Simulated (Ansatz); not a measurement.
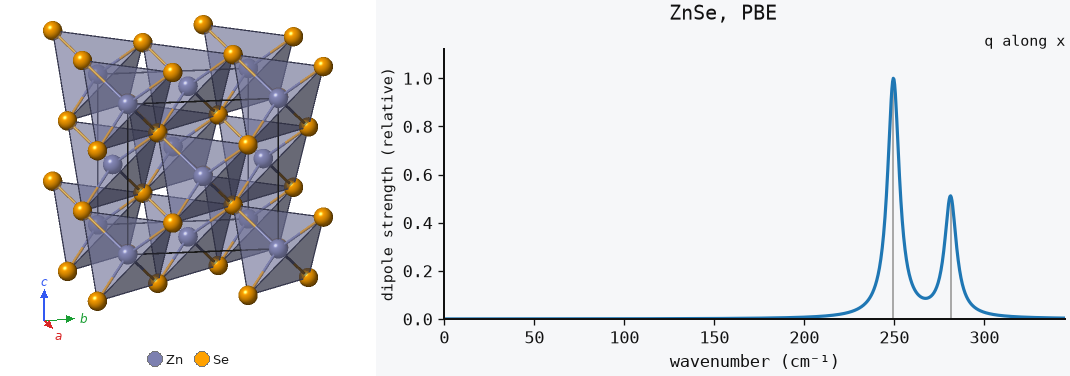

Plotted: polar optical modes, transverse and longitudinal, approaching the zone centre along x for ZnSe, space group F-43m (No. 216). Lines are broadened by Lorentzians of 8 cm⁻¹ full width; the spectrum is scaled to its strongest line. The conventional cell is drawn beside the plot.

The given structure:
```xyz
2
Lattice="0.0000 2.7264 2.7264 2.7264 0.0000 2.7264 2.7264 2.7264 0.0000" Properties=species:S:1:pos:R:3 pbc="T T T"
Zn    0.0000    0.0000    0.0000
Se    4.0895    4.0895    4.0895
```

Method: optical phonons of an insulator on the approach to the zone centre along x, y and z with the field of polar modes, imaginary frequencies are negative, field response on a mesh refined by the program; plane waves with PAW datasets (Ansatz 0.2.0). Level: PBE, no spin polarisation.

wave cutoff 420 eV; k mesh 8×8×8; occupations fixed; pressure 12 GPa.

**Which of the stronger lines are transverse and which longitudinal?**

The transverse (TO, twofold) lines lie at 249.5 and the longitudinal (LO) ones at 281.2 cm⁻¹, the same along x, y and z by the cubic symmetry.

Limits of the calculation: field response not converged on the k mesh.
